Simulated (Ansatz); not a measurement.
Input file:

```
crystal:
  lattice:
    - [4.0007768068, 0.0, 0.0]
    - [0.0, 4.0007768068, 0.0]
    - [-2.0003884034, 0.0, 1.840189196]
  atoms:
    - { symbol: Pd, position: [0.0, 0.0, 0.0] }
    - { symbol: Pd, position: [0.5, 0.5, 0.0] }
basis:
  ecutwfc: 420
kpoints:
  mp_grid: { grid: [9, 9, 18] }
hamiltonian:
  xc: pbesol
scf:
  occupations: { method: gaussian, width: 0.1 }
output:
  forces: true
  stress: true
  eigenvalues: true
  write_density: true
  write_potential: true
  elf: true
  volumetric_format: npy
```

Command:

```sh
ansatz run input.yaml --threads 4 --pin off --max-ram 8192MiB --backend cpu --events-out ev --progress --plain --runs-dir out
```

Space group I4/mmm; a structure from a database of computed crystals, not necessarily the ambient phase; changed on purpose from its base cell (band edges of the strained film's bulk); computed pressure about −2 GPa in this cell.

The calculation used Ansatz 0.2.0, DFT PBEsol, scalar-relativistic, plane waves, PAW.

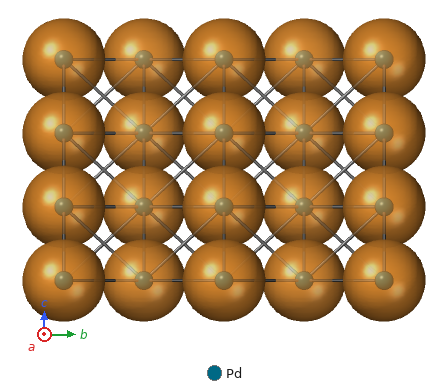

Pd. Isosurface of the valence electron density at 0.6 e/Å³ (orange), seen along the a axis. Sticks mark near contacts.

The density is the valence pseudo-density of a PAW calculation; it isn't the true density close to the nuclei.

### What does this surface tell about the bonding?

At this value the density breaks into separate islands; it holds about 85 % of the electrons treated as valence (semicore included). It bridges none of the near contacts. It is pinched off along the shortest Pd–Pd (2.72 Å) and Pd–Pd (2.83 Å) contacts. On the grid the lowest density along these lines, outside the cores, is 0.32 e/Å³ (Pd–Pd, 2.72 Å) and 0.27 e/Å³ (Pd–Pd, 2.83 Å).
